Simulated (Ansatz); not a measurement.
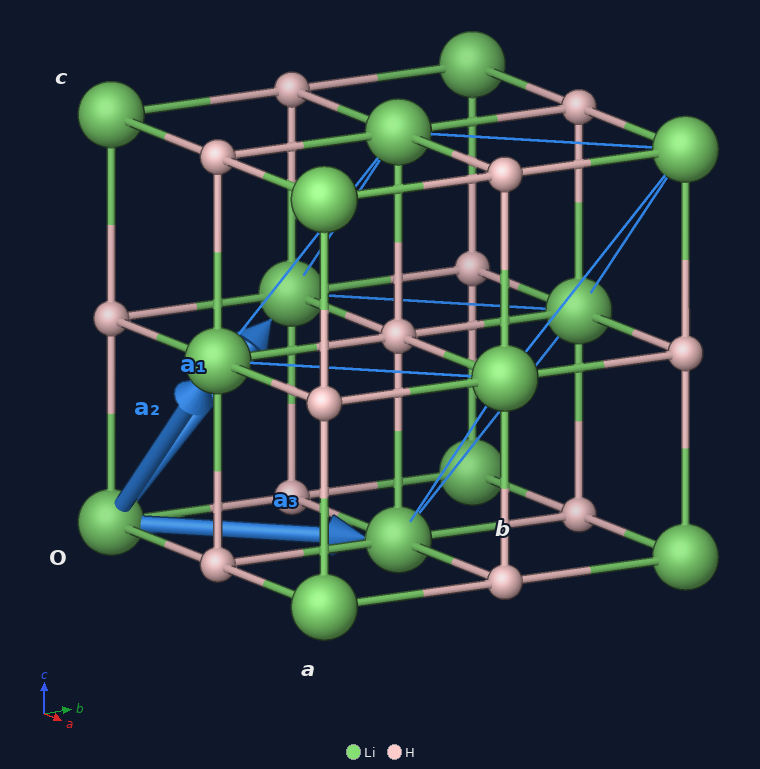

For LiH, a calculation's input that goes back to an entry of the Crystallography Open Database (an earlier step may have relaxed or displaced it): the conventional cell (thin) and a primitive cell (coloured, vectors a₁, a₂, a₃). Symmetry computed with spglib at a tolerance of 0.002 Å; standard conventional cell.

a = 3.997 Å, b = 3.997 Å, c = 3.997 Å, α = 90.00°, β = 90.00°, γ = 90.00°.

What is the centring, and how are the primitive vectors built?

F, face-centred cubic, with lattice points at (0, 0, 0), (1/2, 1/2, 0), (1/2, 0, 1/2), (0, 1/2, 1/2). a₁ = 1/2 b + 1/2 c; a₂ = 1/2 a + 1/2 c; a₃ = 1/2 a + 1/2 b.

Give the primitive cell's size and content.

Edges 2.826, 2.826, 2.826 Å; angles 60.00°, 60.00°, 60.00°; volume 15.96 Å³, 1/4 of the conventional cell; 2 of its 8 atoms.
